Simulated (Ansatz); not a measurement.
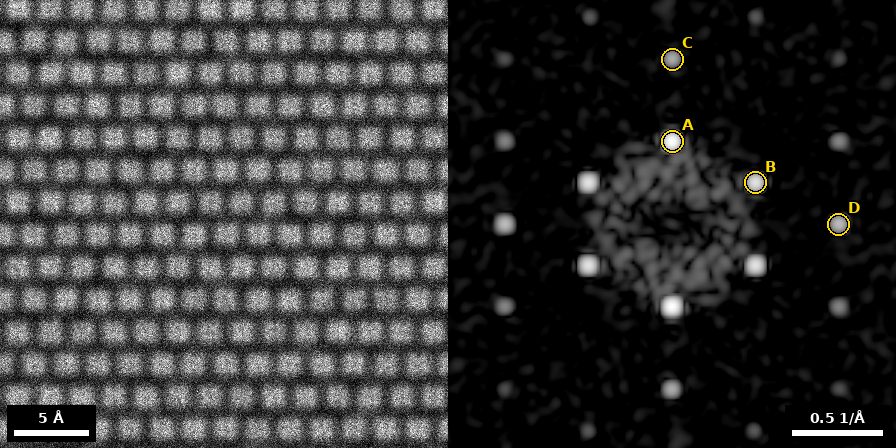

iDPC-like image of a crystal. Simulated as the projected potential of neutral atoms (B = 0.3 Å²) blurred by a 0.50 Å probe, the thin-sample limit of integrated differential phase contrast. Shot noise and the speckle of an amorphous layer were added.

The right panel is the modulus of the image's Fourier transform on a logarithmic scale.

> Which lattice spacings do the marked spots stand for, and what angle do A and B enclose?

A: 2.2 Å, B: 1.9 Å, C: 1.1 Å, D: 1.1 Å; A and B enclose about 64°.

The crystal is C (P6_3/mmc, No. 194) along [101]; the spots are (010), (1 0 -1), (020) and (2 -1 -2). Structure: the input geometry of a calculation.
